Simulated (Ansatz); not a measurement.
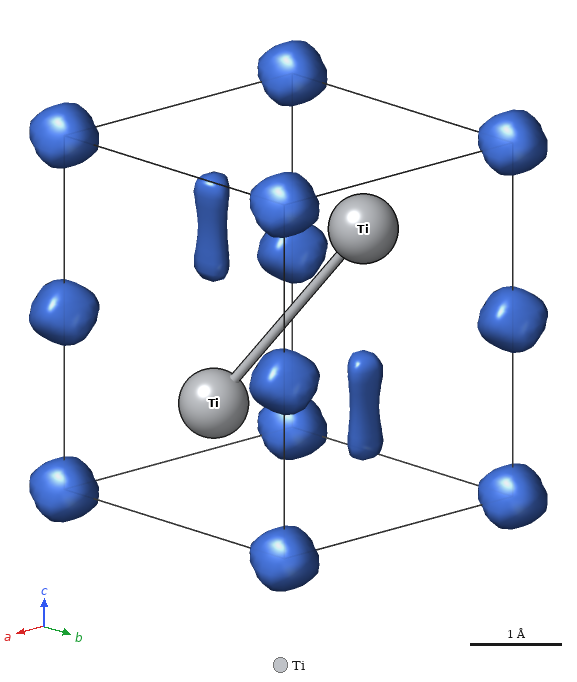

*Ti. Isosurface of the ELF at 0.65 (blue), seen at an oblique angle. Only the valence region is drawn (cores and ρ < 0.01 e/Å³ removed). Sticks mark near contacts.*

Space group P6₃/mmc; set up as Ti, beta-Sn type; a generated structure, not necessarily the stable one.

The calculation used DFT, LDA (PW92), plane waves (420 eV) with PAW, fully relativistic with spin-orbit coupling in Ansatz.

Core electrons are frozen (PAW), and the valence fields are smoothed inside the atomic spheres.

The calculation's input:

```
crystal:
  lattice:
    - [-1.9276154318, 1.5815069257, 1.4104757282]
    - [1.5815069257, -1.9276154318, 1.4104757282]
    - [3.5077969532, 3.5077969532, -2.044374091]
  atoms:
    - { symbol: Ti, position: [0.9585079447, 0.0414920553, 1.0] }
    - { symbol: Ti, position: [0.7914920553, 0.2085079447, 0.5] }
hamiltonian:
  xc: lda
  pseudopotentials:
    kind: paw_fr
    azcp:
      Ti: "pseudopotentials/Ti.paw.azcp"
basis:
  ecutwfc: 420
  fft_grid_basis: typed
kpoints:
  mp_grid: { grid: [14, 14, 7], shift: [0, 0, 0] }
magnetization:
  noncollinear: true
  spin_orbit: true
scf:
  occupations: { method: fermi_dirac, width: 0.1 }
output:
  write_density: true
  write_potential: true
  elf: true
  volumetric_format: npy
```

Below, planes, directions and counts refer to the conventional cell (a = 2.86 Å, b = 2.86 Å, c = 4.54 Å, α = 90.00°, β = 90.01°, γ = 119.98°).

### Describe the localisation domains.

The surface consists of four pockets between the atoms, centred on no nucleus (multi-centre or interstitial), counted in one cell of 2 atoms. Any copies at cell faces, edges or corners count once. There are no localised bonds or lone pairs at this value. Profiles from the grid: Ti–Ti (2.81 Å): the ELF is about 0.20 at the midpoint (no localised pair shows between them). Ti–Ti (2.86 Å): the ELF is about 0.25 at the midpoint; no localised pair shows between them.

### Does the calculation make it a metal, or give it a gap?

It is gapless in this calculation (a metal or semimetal).
